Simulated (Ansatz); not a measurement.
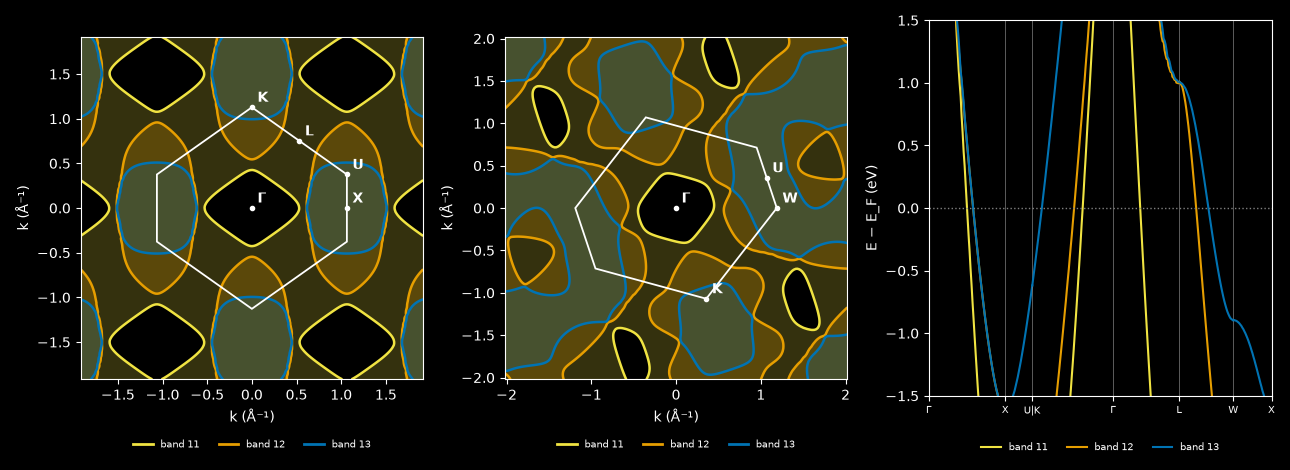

Al₂Pt (space group Fm-3m, No. 225): cuts through the Fermi surface in the plane through Γ, X and L and the plane through Γ, W and U, filled states shaded, and the bands that cross the Fermi level.

The calculation used DFT PBE, scalar-relativistic, plane waves, PAW; levels and slopes on a dense k mesh at the converged density (Ansatz 0.2.0). No spin polarisation. The levels come from a k mesh of 34×34×34 points. Cell and positions as given, without relaxation.

Question: Give each band's level at the labelled points, in eV from the Fermi level.

Answer:
| band | Γ | X | L |
| --- | --- | --- | --- |
| band 11 | above | below | below |
| band 12 | above | below | +1.01 |
| band 13 | above | below | +1.01 |

Negative values are filled states; "above" and "below" lie outside the plotted window.

Question: What are the full three-dimensional sheets?

Answer: Band 11: one hole pocket centred at Γ (6.9 % of the zone); mean Fermi speed 16 × 10⁵ m/s; weight Al (56 %) and Pt (44 %).
Band 12: a sheet that is open in all directions, neither an electron nor a hole pocket (the band is filled at X and empty at Γ and L); weight Al (59 %) and Pt (41 %).
Band 13: a sheet that is open in all directions, neither an electron nor a hole pocket (the band is filled at X and empty at Γ and L); mean Fermi speed 8.0 × 10⁵ m/s; weight Al (60 %) and Pt (40 %).
Weights are shares of the states' density in the atoms' Voronoi cells.

Spin-orbit coupling is left out; with Pt it can split, shift or remove sheets. Necks and pockets thinner than about two mesh steps aren't resolved, so separate pockets may in truth be joined.
